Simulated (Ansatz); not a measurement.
**Geometry relaxation of Ta2Si (part 2 of 2)**

The same run, continued: Ta2Si (I4/mcm, 6 atoms in the cell); DFT r2SCAN, scalar-relativistic, plane waves, PAW, no spin polarisation (Ansatz 0.2.0); cutoff 500 eV, 10×10×10 k-mesh, Gaussian smearing of 0.1 eV. The structure derives from a Materials Project entry.

Geometry of the input (Å; fractional positions):
```
-3.0878  3.0878  2.5236
3.0878  -3.0878  2.5236
3.0878  3.0878  -2.5236
Ta 0.6636  0.8364  0.5000
Ta 0.8364  0.3364  0.1728
Ta 0.3364  0.1636  0.5000
Ta 0.1636  0.6636  0.8272
Si 0.2500  0.2500  0.0000
Si 0.7500  0.7500  0.0000
```

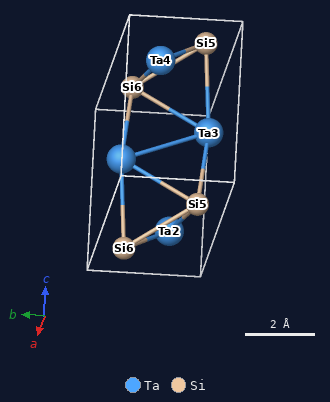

The geometry at step 2 of the log (ball-and-stick view of the cell of the calculation, seen at an oblique angle; atoms are numbered from 1 in the order of the input).

## Output, continued
```
relax step   3: F+E_penalty+E_count = -41059.08160430 eV  Δ(F+E_penalty+E_count) = -4.178e-4 eV  max|allowed force component| = 2.587e-3 eV/Å  Δτ_max = 0.0001 Å  P = -0.004 GPa  Ω = 96.057 Å³  energy of the carried Pulay correction = +5.515e-5 eV  (9 SCF iters, accepted)
Initial wavefunctions: pseudopotential atomic-orbital guess (no wavefunctions were taken with the density)
iter 1 solved again at ethr=1.84e-7 eV; its pass at ethr=3.10e-3 eV (dr2=1.10e-4 eV) is discarded
SCF iter   1: F=—  HF=-41059.081552 eV  |F-HF|=—  |Δ(HF+E_count)|=         —  Δρ=4.97e-6  dr2=3.72e-9  dr2_τ=2.54e-8  ethr=1.84e-7  ⟨swp⟩=3.6  Hψ=25100  notcnv=0
eigensolver tolerance schedule: the retry pair's looser diagonalisation over-reported the residual by 29672.27 of it (diagonalisation noise at an unbounded share of the residual, at the tolerance the schedule requests for it); recorded, not acted on — ethr = c·dr2/N_el stays at c = 1.0e-1
preconditioner: auto → Kerker (q_TF=auto, 2.522 Å⁻¹)  [metal: Δε(μ)=0.006 eV  Ē_g=5.810 eV  σ=0.100 eV  W_gap=0.03  n_scr=18 (ndim 8)  ℏωp=20.0 eV  f_vac=0.000  D(μ)=2.99/eV (n_scr^D=16)]
SCF iter   2: F=—  HF=-41059.081552 eV  |F-HF|=—  |Δ(HF+E_count)|=   4.94e-7  Δρ=2.53e-6  dr2=8.87e-10  dr2_τ=1.35e-9  ethr=6.21e-12  ⟨swp⟩=4.0  Hψ=10920  notcnv=0
SCF iter   3: F=—  HF=-41059.081552 eV  |F-HF|=—  |Δ(HF+E_count)|=  6.77e-10  Δρ=1.08e-6  dr2=1.65e-10  dr2_τ=1.44e-10  ethr=1.48e-12  ⟨swp⟩=2.3  Hψ=6325  notcnv=0
SCF iter   4: F=-41059.081552 eV  HF=-41059.081552 eV  |F-HF|=2.18e-11  |Δ(HF+E_count)|=  1.75e-10  Δρ=3.95e-8  dr2=1.02e-12  dr2_τ=2.48e-13  ethr=1.00e-12  ⟨swp⟩=7.1  Hψ=15485  notcnv=0
SCF 4 converged in 4 iterations: F = -41059.081552 eV  dr2 = 1.02e-12
relax step   4: F+E_penalty+E_count = -41059.08155153 eV  Δ(F+E_penalty+E_count) = +5.276e-5 eV  max|allowed force component| = 2.589e-3 eV/Å  Δτ_max = 0.0000 Å  P = -0.004 GPa  Ω = 96.057 Å³  stress off target by 3.39e-2 GPa  SCF on the basis re-selected at this cell (its energy is not comparable with the rows above)  (4 SCF iters)
basis re-selected at this cell: Δ(F+E_penalty+E_count) = +5.276e-5 eV, ΔP = -0.000 GPa vs the last step (what re-selecting the basis moved, of the pressure what is left beyond the Pulay correction that the steps carried, after the strain that the cell walked since its last selection, with what the two solves' SCF thresholds leave and, on support functions, any second-order correction that the steps lacked; it is no measure of the basis error at this ecutwfc). This SCF's stress stands 3.39e-2 GPa from its target on what of the cell is left free (relax.cell.stress_tol is 5.00e-2 GPa) and its largest allowed force component is 2.59e-3 eV/Å (relax.f_tol is 5.00e-3 eV/Å): within both
SCF converged after 4 iterations
Free energy (F): -41059.081552 eV
Harris-Foulkes:  -41059.081552 eV  (|F-HF|=2.18e-11)
Internal energy: -41059.066598 eV  (E = F + TS)
E sigma→0 (E₀):  -41059.074075 eV
Entropy (-TS):   -0.014954 eV (-2.492 meV/atom)
Fermi energy:    17.548278 eV
--- Per-component energies (eV) ---
  E_band       = -470.381477
  E_kinetic    = 1557.205156
  E_local      = -2481.085256  (includes V_loc(G=0)·N_el)
  E_nonlocal   = 106.787977
  E_hartree    = 890.657542
  E_xc         = -926.437430
  E_vxc        = -995.533086  (∫ρ·V_xc dr)
  E_paw        = -34731.325353  (= ΣΔE_a)
  E_vpaw       = -487.699335  (= ΣTr[D̂ρ^β])
  E_aug_tail   = 0.000326  (compensation charges beyond the density's cutoff)
  E_vtau       = 48.627643  (kinetic-family band-sum trace: ∫τ·v_τ [+ j·A + Jᵃ·Aᵃ] dr)
  E_ewald      = -5471.691573
  E_core_change = -3.177987  (= ΣΔE_core)
  E_smearing   = -0.014954  (= −TS)
  E_closure    = 0.000000  (closes the sum)
  Σ components = -41059.081552   (vs F -41059.081552, Δ=0.00e0)
--- Forces (eV/Å), atoms counted from 1 ---
  atom   1  Ta     0.00258899    -0.00258899    -0.00000000
  atom   2  Ta     0.00258899     0.00258899     0.00000000
  atom   3  Ta    -0.00258899     0.00258899    -0.00000000
  atom   4  Ta    -0.00258899    -0.00258899     0.00000000
  atom   5  Si     0.00000000    -0.00000000     0.00000000
  atom   6  Si     0.00000000    -0.00000000     0.00000000
  max |Σ_I F_I| component: 6.25e-17 eV/Å
--- Stress (GPa, compression-positive) ---
        0.010430       0.000000       0.000000
        0.000000       0.010430       0.000000
        0.000000       0.000000      -0.033897
  P = ⅓ Tr σ = -0.0043 GPa (-0.043 kbar)
--- Band table (eV; the first three rows and the last of 102) ---
  k-point 0: bands = ["-52.1328", "-52.0902", "-52.0443", "-52.0443", "-18.1937", "-18.1937", "-18.1932", "-18.1429", "-18.1429", "-18.1025", "-18.0919", "-17.9730", "-17.8454", "-17.5890", "-17.5740", "-17.5740", "4.8322", "9.7581", "12.1931", "12.4954", "12.9848", "12.9848", "14.7950", "14.7950", "14.8340", "14.8340", "14.8785", "15.3495", "17.7678", "17.8144", "18.5526", "19.0133", "19.0133", "19.2427", "19.2427", "19.3656"]
  k-point 1: bands = ["-52.1313", "-52.0901", "-52.0459", "-52.0443", "-18.2222", "-18.1942", "-18.1676", "-18.1539", "-18.1431", "-18.0866", "-18.0841", "-17.9795", "-17.8310", "-17.5919", "-17.5891", "-17.5747", "4.9197", "9.8143", "11.9813", "12.0147", "13.2027", "13.4018", "14.6344", "14.7067", "14.8082", "14.8419", "14.9364", "15.3678", "17.5261", "17.8554", "18.4376", "18.6056", "18.8648", "19.3831", "19.7216", "19.7817"]
  k-point 2: bands = ["-52.1270", "-52.0899", "-52.0504", "-52.0443", "-18.2362", "-18.1916", "-18.1794", "-18.1555", "-18.1438", "-18.0681", "-18.0501", "-17.9956", "-17.7955", "-17.6288", "-17.6010", "-17.5765", "5.1665", "9.9719", "11.3366", "11.6392", "13.5401", "13.5981", "14.4571", "14.7076", "14.8332", "14.8801", "15.0637", "15.1543", "17.3419", "17.9578", "18.1490", "18.2245", "18.4787", "19.8047", "20.2705", "20.5706"]
  k-point 101: bands = ["-52.0839", "-52.0839", "-52.0731", "-52.0710", "-18.3660", "-18.3139", "-18.1845", "-18.0960", "-18.0960", "-18.0125", "-17.9337", "-17.8691", "-17.7137", "-17.7137", "-17.6694", "-17.6694", "6.9758", "9.9340", "10.8201", "10.8201", "11.4891", "13.7253", "13.7253", "14.0279", "15.1691", "16.0146", "16.4370", "16.4448", "16.4645", "16.4645", "17.3347", "17.8997", "18.3453", "18.3453", "20.4863", "21.1629"]
--- Relaxed structure (3 steps of the walk, 2 accepted, 1 SCFs on fresh bases) ---
  F+E_penalty+E_count = -41059.08155153 eV   max|allowed force component| = 2.589e-3 eV/Å   (the final SCF, on the basis selected at the relaxed cell)
  cell:  # Å, volume = 96.0574 Å³
    - [-3.0841136435487675, 3.0841136435487675, 2.524702210007526]
    - [3.0841136435487675, -3.0841136435487675, 2.524702210007526]
    - [3.0841136435487675, 3.0841136435487675, -2.524702210007526]
  atoms:
    - { symbol: Ta, position: [0.6635845216499369, 0.8364154783500631, 0.5] }
    - { symbol: Ta, position: [0.8364154783500632, 0.33641547835006325, 0.17283095670012646] }
    - { symbol: Ta, position: [0.3364154783500633, 0.16358452164993678, 0.5000000000000001] }
    - { symbol: Ta, position: [0.16358452164993678, 0.663584521649937, 0.8271690432998737] }
    - { symbol: Si, position: [0.25, 0.25, -1.828795285419674e-22] }
    - { symbol: Si, position: [0.75, 0.75, -1.828795285419635e-22] }
```

## Trajectory as extended XYZ (Å, eV, eV/Å), 4 frames, from step=1 to step=4
```
6
Lattice="-3.0878 3.0878 2.5236 3.0878 -3.0878 2.5236 3.0878 3.0878 -2.5236" Properties=species:S:1:pos:R:3:forces:R:3 step=1 energy=-41059.08119 pressure_GPa=-0.46
Ta    2.0775    1.0103    2.5236    0.0002  -0.0002   0.0000
Ta   -1.0103    2.0775    2.5236    0.0002   0.0002   0.0000
Ta    1.0103    2.0775    0.0000   -0.0002   0.0002   0.0000
Ta    4.0980    1.0103    0.0000   -0.0002  -0.0002   0.0000
Si    0.0000    0.0000    1.2618    0.0000   0.0000   0.0000
Si    0.0000    0.0000    3.7855    0.0000   0.0000   0.0000
6
Lattice="-3.0794 3.0794 2.5234 3.0794 -3.0794 2.5234 3.0794 3.0794 -2.5234" Properties=species:S:1:pos:R:3:forces:R:3 step=2 energy=-41059.08055 pressure_GPa=0.78 accepted=F
Ta    2.0740    1.0054    2.5234   -0.0336   0.0336   0.0000
Ta   -1.0054    2.0740    2.5234   -0.0336  -0.0336   0.0000
Ta    1.0054    2.0740    0.0000    0.0336  -0.0336   0.0000
Ta    4.0849    1.0054    0.0000    0.0336   0.0336   0.0000
Si    0.0000    0.0000    1.2617    0.0000   0.0000   0.0000
Si    0.0000    0.0000    3.7851    0.0000   0.0000   0.0000
6
Lattice="-3.0841 3.0841 2.5247 3.0841 -3.0841 2.5247 3.0841 3.0841 -2.5247" Properties=species:S:1:pos:R:3:forces:R:3 step=3 energy=-41059.08160 pressure_GPa=-0.00
Ta    2.0751    1.0090    2.5247    0.0026  -0.0026   0.0000
Ta   -1.0090    2.0751    2.5247    0.0026   0.0026   0.0000
Ta    1.0090    2.0751    0.0000   -0.0026   0.0026   0.0000
Ta    4.0931    1.0090    0.0000   -0.0026  -0.0026   0.0000
Si    0.0000    0.0000    1.2624    0.0000   0.0000   0.0000
Si    0.0000    0.0000    3.7871    0.0000   0.0000   0.0000
6
Lattice="-3.0841 3.0841 2.5247 3.0841 -3.0841 2.5247 3.0841 3.0841 -2.5247" Properties=species:S:1:pos:R:3:forces:R:3 step=4 energy=-41059.08155 pressure_GPa=-0.00
Ta    2.0751    1.0090    2.5247    0.0026  -0.0026   0.0000
Ta   -1.0090    2.0751    2.5247    0.0026   0.0026   0.0000
Ta    1.0090    2.0751    0.0000   -0.0026   0.0026   0.0000
Ta    4.0931    1.0090    0.0000   -0.0026  -0.0026   0.0000
Si    0.0000    0.0000    1.2624    0.0000   0.0000   0.0000
Si    0.0000    0.0000    3.7871    0.0000   0.0000   0.0000
```

## Summary

- outcome: converged
- space group (tolerance 0.01 Å): I4/mcm (140)
- electrons treated: 60
- free energy: −41059.0816 eV
- Fermi energy: 17.548 eV
- gap on the k-point mesh: none (metallic)
- pressure: 0.00 GPa
- final volume: 96.06 Å³
- largest force (length of the vector) at the end: 0.004 eV/Å
- final cell: a = 5.040 Å, b = 5.040 Å, c = 5.040 Å, α = 104.54°, β = 104.54°, γ = 119.87°
- hardware: 2 threads of Arm Neoverse V2, 24 GiB of memory available, shared host
- wall time: 70 s (CPU time 2.3 min)
- peak memory: 0.86 GiB

## Remarks

Spin–orbit coupling is left out, which matters for Ta.
